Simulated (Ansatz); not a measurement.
# Two runs on AlN

System: AlN (P6₃mc, 4 atoms in the cell).
Method of run 1: DFT PBEsol, scalar-relativistic, plane waves, PAW, no spin polarisation (Ansatz 0.2.0).

The structure was built on a prototype by a generator; it need not be a known phase. Text and figures count atoms from 1; the logs count them from 0 in places.

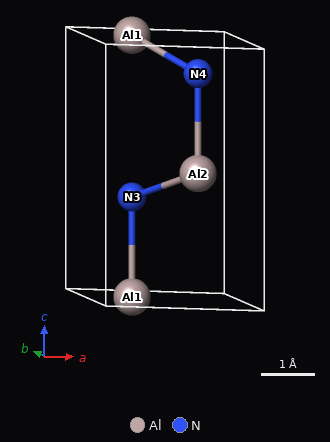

Figure 1. The structure (ball-and-stick view of the cell of the calculation, seen slightly off an axis; atoms are numbered from 1 in the order of the input). Near neighbours in the crystal (not all of them lie inside the picture): Al has 4 N at 1.89 to 1.90 Å; N has 4 Al at 1.89 to 1.90 Å.

Input, run 1:
```yaml
crystal:
  lattice:
    - [3.1137832728, 2.9e-09, 0.0]
    - [-1.5568916389, 2.6966154147, 0.0]
    - [0.0, 0.0, 4.9835883025]
  atoms:
    - { symbol: Al, position: [0.3333333333, 0.6666666667, -0.0034913258] }
    - { symbol: Al, position: [0.6666666667, 0.3333333333, 0.4965086742] }
    - { symbol: "N", position: [0.3333333333, 0.6666666667, 0.3784913258] }
    - { symbol: "N", position: [0.6666666667, 0.3333333333, 0.8784913258] }
basis:
  ecutwfc: 420
kpoints:
  mp_grid: { grid: [9, 9, 6] }
  band_path:
    path:
      - [0.0, 0.0, 0.0]
      - [0.5, 0.0, 0.0]
      - [0.3333333333, 0.3333333333, 0.0]
      - [0.0, 0.0, 0.5]
      - [0.5, 0.0, 0.5]
      - [0.3333333333, 0.3333333333, 0.5]
    npoints: 1
hamiltonian:
  xc: pbesol
scf:
  occupations: { method: gaussian, width: 0.02 }
  n_extra_bands: 5
output:
  forces: true
  stress: true
  eigenvalues: true
  write_density: true
  write_potential: true
  elf: true
  volumetric_format: npy
```

Command:
```bash
ansatz run input.yaml --threads 2 --pin off --max-ram 5120MiB --backend cpu --events-out ev --progress --plain --runs-dir out
```

Hardware: 2 threads of AMD EPYC (Zen 3), 189 GiB of memory available, shared host.

Output, shortened to warnings, some set-up lines, iterations and results (run 1):
```
Basis set: ecut = 420 eV, 809 PW (Γ), exchange–correlation on 48×48×72 points (8 copies of the dense FFT grid, shifted against one another)
Symmetry: 12 space group operations
k-points: 48 of 486 (time reversal used)
Initial density: superposition of atomic densities (neutral atoms: chi_scale 0, normalization atom), corrected by the library's trained network
[...]
SCF iter   1: F=—  HF=-1811.930531 eV  |F-HF|=—  |Δ(HF+E_count)|=         —  Δρ=1.04e-2  dr2=4.80e-2  ethr=1.77e-3  ⟨swp⟩=6.1  Hψ=4154  notcnv=0
SCF iter   2: F=—  HF=-1811.917123 eV  |F-HF|=—  |Δ(HF+E_count)|=   1.34e-2  Δρ=1.71e-3  dr2=1.48e-3  ethr=3.00e-4  ⟨swp⟩=3.0  Hψ=1417  notcnv=0  defer=37
SCF iter   3: F=—  HF=-1811.916773 eV  |F-HF|=—  |Δ(HF+E_count)|=   3.50e-4  Δρ=4.64e-4  dr2=4.69e-5  ethr=9.26e-6  ⟨swp⟩=2.8  Hψ=986  notcnv=0  defer=48
SCF iter   4: F=—  HF=-1811.916652 eV  |F-HF|=—  |Δ(HF+E_count)|=   1.21e-4  Δρ=1.69e-5  dr2=4.60e-8  ethr=6.25e-10  ⟨swp⟩=10.4  Hψ=4892  notcnv=0
SCF iter   5: F=-1811.916652 eV  HF=-1811.916652 eV  |F-HF|=3.58e-10  |Δ(HF+E_count)|=   1.40e-8  Δρ=2.09e-6  dr2=7.31e-10  ethr=2.87e-10  ⟨swp⟩=2.0  Hψ=847  notcnv=0
SCF iter   6: F=-1811.916652 eV  HF=-1811.916652 eV  |F-HF|=7.73e-12  |Δ(HF+E_count)|=  5.25e-10  Δρ=2.51e-7  dr2=1.62e-11  ethr=4.57e-12  ⟨swp⟩=3.9  Hψ=2778  notcnv=0
SCF 1 converged in 6 iterations: F = -1811.916652 eV  dr2 = 1.62e-11
NSCF: frozen V_eff on 6 k-points
SCF converged after 6 iterations
Free energy (F): -1811.916652 eV
Harris-Foulkes:  -1811.916652 eV  (|F-HF|=7.73e-12)
Internal energy: -1811.916652 eV  (E = F + TS)
E sigma→0 (E₀):  -1811.916652 eV
Fermi energy:    9.088070 eV
--- Per-component energies (eV) ---
  E_band       = 28.521857
  E_kinetic    = 317.498347
  E_local      = -446.173848  (includes V_loc(G=0)·N_el)
  E_nonlocal   = 111.267948
  E_hartree    = 153.722790
  E_xc         = -201.378982
  E_vxc        = -214.926901  (∫ρ·V_xc dr)
  E_paw        = -1155.479184  (= ΣΔE_a)
  E_vpaw       = -46.589436  (= ΣTr[D̂ρ^β])
  E_aug_tail   = 0.000188  (compensation charges beyond the density's cutoff)
  E_ewald      = -591.468387
  E_core_change = 0.094476  (= ΣΔE_core)
  E_smearing   = -0.000000  (= −TS)
  E_closure    = 0.000000  (closes the sum)
  Σ components = -1811.916652   (vs F -1811.916652, Δ=0.00e0)
--- Forces (eV/Å), atoms counted from 1 ---
  atom   1  Al     0.00000000    -0.00000000    -0.00005096
  atom   2  Al     0.00000000     0.00000000    -0.00005096
  atom   3  N      0.00000000     0.00000000     0.00005469
  atom   4  N     -0.00000000    -0.00000000     0.00005469
  max |Σ_I F_I| component: 7.45e-6 eV/Å
--- Stress (GPa, compression-positive) ---
        0.003864      -0.000000       0.000000
       -0.000000       0.003864       0.000000
        0.000000       0.000000      -0.002444
  P = ⅓ Tr σ = 0.0018 GPa (0.018 kbar)
```

For run 2 the input was changed thus:
```diff
-  ecutwfc: 420
+  ecutwfc: 500
-  xc: pbesol
+  xc: r2scan
-  write_density: true
-  write_potential: true
-  elf: true
-  volumetric_format: npy
```

Predict how the results change.

The total energies belong to different methods, so their difference says nothing on which is more stable or more accurate. The gap on the mesh goes from 4.09 to 4.82 eV. The pressure goes from 0.00 to −1.18 GPa. The functional changes from PBEsol to r2SCAN. The SCF takes 7 iterations against 6. The plane waves at Γ go from 809 to 1087. On the same kind of shared host run 2 took about 1.7 times as long.

Output, shortened to warnings, some set-up lines, iterations and results (run 2):
```
Basis set: ecut = 500 eV, 1087 PW (Γ), exchange–correlation on 96×96×160 points (64 copies of the dense FFT grid, shifted against one another)
Symmetry: 12 space group operations
k-points: 48 of 486 (time reversal used)
Initial density: superposition of atomic densities (neutral atoms: chi_scale 0, normalization atom), corrected by the library's trained network
[...]
SCF iter   1: F=—  HF=-1856.828434 eV  |F-HF|=—  |Δ(HF+E_count)|=         —  Δρ=6.55e-3  dr2=1.77e-2  dr2_τ=3.09e-1  ethr=1.77e-3  ⟨swp⟩=6.3  Hψ=4242  notcnv=0
SCF iter   2: F=—  HF=-1856.969806 eV  |F-HF|=—  |Δ(HF+E_count)|=   1.41e-1  Δρ=4.50e-3  dr2=3.83e-3  dr2_τ=2.95e-4  ethr=1.11e-4  ⟨swp⟩=3.0  Hψ=1752  notcnv=0  defer=48
SCF iter   3: F=—  HF=-1856.969476 eV  |F-HF|=—  |Δ(HF+E_count)|=   3.29e-4  Δρ=6.84e-4  dr2=1.46e-4  dr2_τ=6.10e-5  ethr=2.39e-5  ⟨swp⟩=2.0  Hψ=768  notcnv=0  defer=48
SCF iter   4: F=—  HF=-1856.969463 eV  |F-HF|=—  |Δ(HF+E_count)|=   1.37e-5  Δρ=1.93e-4  dr2=1.64e-5  dr2_τ=9.59e-7  ethr=9.11e-7  ⟨swp⟩=2.1  Hψ=900  notcnv=0  defer=48
SCF iter   5: F=—  HF=-1856.969459 eV  |F-HF|=—  |Δ(HF+E_count)|=   3.60e-6  Δρ=4.43e-5  dr2=9.65e-7  dr2_τ=1.03e-7  ethr=1.03e-7  ⟨swp⟩=2.0  Hψ=936  notcnv=0  defer=48
SCF iter   6: F=—  HF=-1856.969459 eV  |F-HF|=—  |Δ(HF+E_count)|=   3.56e-8  Δρ=2.07e-5  dr2=2.14e-7  dr2_τ=4.11e-9  ethr=6.25e-10  ⟨swp⟩=8.2  Hψ=3504  notcnv=0
SCF iter   7: F=-1856.969459 eV  HF=-1856.969459 eV  |F-HF|=9.15e-9  |Δ(HF+E_count)|=   1.97e-8  Δρ=5.90e-6  dr2=1.72e-8  dr2_τ=4.02e-10  ethr=6.25e-10  ⟨swp⟩=4.0  Hψ=1864  …
SCF 1 converged in 7 iterations: F = -1856.969459 eV  dr2 = 1.72e-8
NSCF: frozen V_eff on 6 k-points
SCF converged after 7 iterations
Free energy (F): -1856.969459 eV
Harris-Foulkes:  -1856.969459 eV  (|F-HF|=9.15e-9)
Internal energy: -1856.969459 eV  (E = F + TS)
E sigma→0 (E₀):  -1856.969459 eV
Fermi energy:    9.290231 eV
--- Per-component energies (eV) ---
  E_band       = 22.394092
  E_kinetic    = 320.860486
  E_local      = -449.714155  (includes V_loc(G=0)·N_el)
  E_nonlocal   = 108.407589
  E_hartree    = 157.650590
  E_xc         = -197.671927
  E_vxc        = -238.289651  (∫ρ·V_xc dr)
  E_paw        = -1204.854348  (= ΣΔE_a)
  E_vpaw       = -46.968658  (= ΣTr[D̂ρ^β])
  E_aug_tail   = 0.000039  (compensation charges beyond the density's cutoff)
  E_vtau       = 12.800209  (kinetic-family band-sum trace: ∫τ·v_τ [+ j·A + Jᵃ·Aᵃ] dr)
  E_ewald      = -591.468387
  E_core_change = -0.179345  (= ΣΔE_core)
  E_smearing   = -0.000000  (= −TS)
  E_closure    = -0.000000  (closes the sum)
  Σ components = -1856.969459   (vs F -1856.969459, Δ=0.00e0)
--- Forces (eV/Å), atoms counted from 1 ---
  atom   1  Al     0.00000000    -0.00000000     0.01180671
  atom   2  Al    -0.00000000     0.00000000     0.01180671
  atom   3  N      0.00000000     0.00000000    -0.01174296
  atom   4  N     -0.00000000    -0.00000000    -0.01174296
  max |Σ_I F_I| component: 1.27e-4 eV/Å
--- Stress (GPa, compression-positive) ---
       -1.295659      -0.000000       0.000000
       -0.000000      -1.295659       0.000000
        0.000000      -0.000000      -0.940830
  P = ⅓ Tr σ = -1.1774 GPa (-11.774 kbar)
```

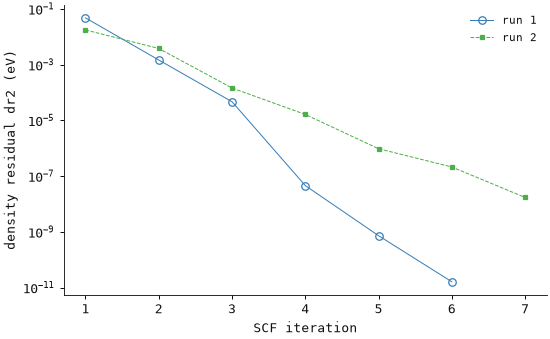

Figure 2. Convergence of the two runs: density residual dr2 against the SCF iteration. Run 1 takes 6 iterations in all, and run 2 takes 7.

The two runs side by side:

| quantity | run 1 | run 2 |
| --- | --- | --- |
| outcome | converged | converged |
| free energy per atom (eV) | −452.9792 | −464.2424 |
| gap on the mesh (eV) | 4.09 | 4.82 |
| pressure (GPa) | 0.00 | −1.18 |
| largest force (eV/Å) | 0.000 | 0.012 |
| SCF iterations | 6 | 7 |
| irreducible k-points | 48 | 48 |
| plane waves at Γ | 809 | 1087 |
| wall time (shared host) | 6.3 s | 11 s |
